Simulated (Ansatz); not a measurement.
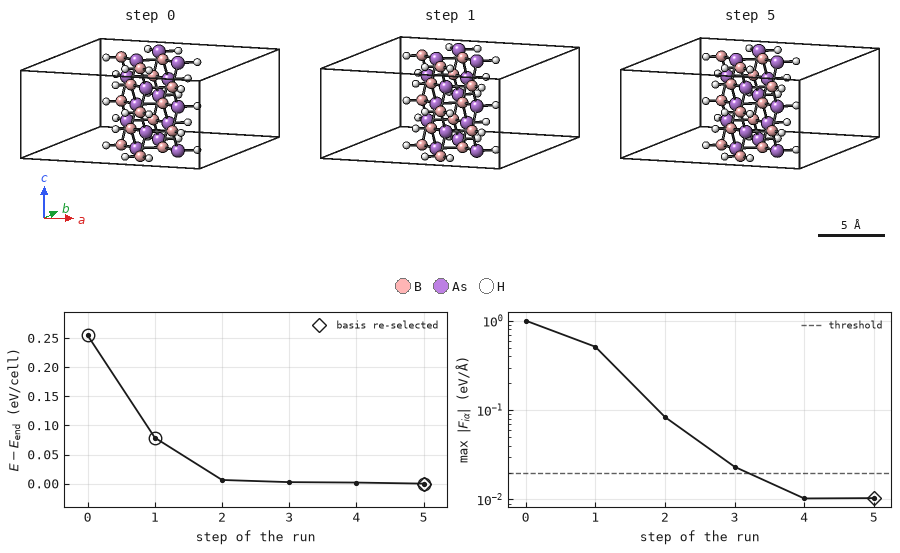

Frames of a relaxation of a wire of composition B3As3H5, marked on the history of the run. A ball-and-stick model of the 2 repeat of the cell, with the vacuum cut short, seen slightly off an axis.

Case: wire along [1 1 0], 12 atoms a period, capped with H.

Method: DFT PBEsol, scalar-relativistic, plane waves, PAW in Ansatz.

The input:
```yaml
crystal:
  lattice:
    - [16.5, 0.0, 0.0]
    - [0.0, 19.2, 0.0]
    - [0.0, 0.0, 3.3713973116]
  atoms:
    - { symbol: B, position: [0.5510817774, 0.5260792542, 0.0] }
    - { symbol: B, position: [0.5510817774, 0.2777523895, 0.0] }
    - { symbol: As, position: [0.5510817774, 0.5881609704, 0.5] }
    - { symbol: As, position: [0.5510817774, 0.3398341057, 0.5] }
    - { symbol: B, position: [0.4489182226, 0.6502426866, 0.5] }
    - { symbol: B, position: [0.4489182226, 0.4019158219, 0.5] }
    - { symbol: As, position: [0.6532453323, 0.463997538, 0.0] }
    - { symbol: B, position: [0.6532453323, 0.4019158219, 0.5] }
    - { symbol: As, position: [0.4489182226, 0.7123244027, 0.0] }
    - { symbol: As, position: [0.4489182226, 0.463997538, 0.0] }
    - { symbol: B, position: [0.3467546677, 0.5260792542, 0.0] }
    - { symbol: As, position: [0.3467546677, 0.5881609704, 0.5] }
    - { symbol: H, position: [0.6099685006, 0.241968701, 0.0] }
    - { symbol: H, position: [0.4921950543, 0.241968701, 0.0] }
    - { symbol: H, position: [0.6262984322, 0.6338678667, 0.5] }
    - { symbol: H, position: [0.3900314994, 0.3661321333, 0.5] }
    - { symbol: H, position: [0.7284619871, 0.5097044343, 0.0] }
    - { symbol: H, position: [0.7121320555, 0.3661321333, 0.5] }
    - { symbol: H, position: [0.5241348773, 0.758031299, 0.0] }
    - { symbol: H, position: [0.3737015678, 0.758031299, 0.0] }
    - { symbol: H, position: [0.2878679445, 0.4902955657, 0.0] }
    - { symbol: H, position: [0.2715380129, 0.6338678667, 0.5] }
basis:
  ecutwfc: 420
kpoints:
  mp_grid: { grid: [1, 1, 10] }
hamiltonian:
  xc: pbesol
scf:
  occupations: { method: gaussian, width: 0.05 }
output:
  forces: true
  stress: true
  eigenvalues: true
  populations: true
  write_density: true
  write_potential: true
  elf: true
  volumetric_format: npy
relax:
  adjacent_minimum: "off"
  f_tol: 0.02
  max_steps: 45
  cell: { fix: [a, b, alpha, beta, gamma], stress_tol: 0.03 }
```

Run as
```bash
ansatz run input.yaml --threads 4 --pin off --max-ram 11264MiB --backend cpu --events-out ev --progress --plain --runs-dir out
```

### What happens along the run?

The largest move relative to the layer's centre is that of H22, 0.15 Å. By element the largest moves are H 0.15 Å, As 0.09 Å, B 0.04 Å. Along the periodic axis the drawn cell goes c 6.743 → 6.797 Å (+0.8 %). Near-neighbour distances that change, for instance: As7–B8 2.065 → 2.044 Å, B11–H21 1.190 → 1.209 Å, As12–H22 1.520 → 1.536 Å, B1–As3 2.065 → 2.049 Å. Among the angles between lasting bonds that change: H19–As9–H20 109.5° → 99.7°, B5–As12–H22 109.5° → 102.6°, H13–B2–H14 109.5° → 115.6°. After 4 accepted moves (5 points after the start) the energy has fallen by 0.255 eV per cell of the calculation. The largest force component goes from 1 to 0.01 eV/Å. The SCF was repeated once at an unchanged geometry on a basis and grid sized afresh for the cell, which shifted the energy by 1.8 meV per cell of the calculation at most. From step 0 to 1: H22 moves most (0.17 Å), energy −0.176 eV per cell of the calculation. From step 1 to 5: H15 moves most (0.07 Å), energy −78.8 meV per cell of the calculation.

| step | E − E(0), meV/atom | largest force component, eV/Å | note |
| --- | --- | --- | --- |
| 0 | 0.00 | 1.0042 |  |
| 1 | -7.99 | 0.5124 |  |
| 2 | -11.29 | 0.0837 |  |
| 3 | -11.46 | 0.0232 |  |
| 4 | -11.49 | 0.0103 |  |
| 5 | -11.57 | 0.0104 | same geometry, new basis |
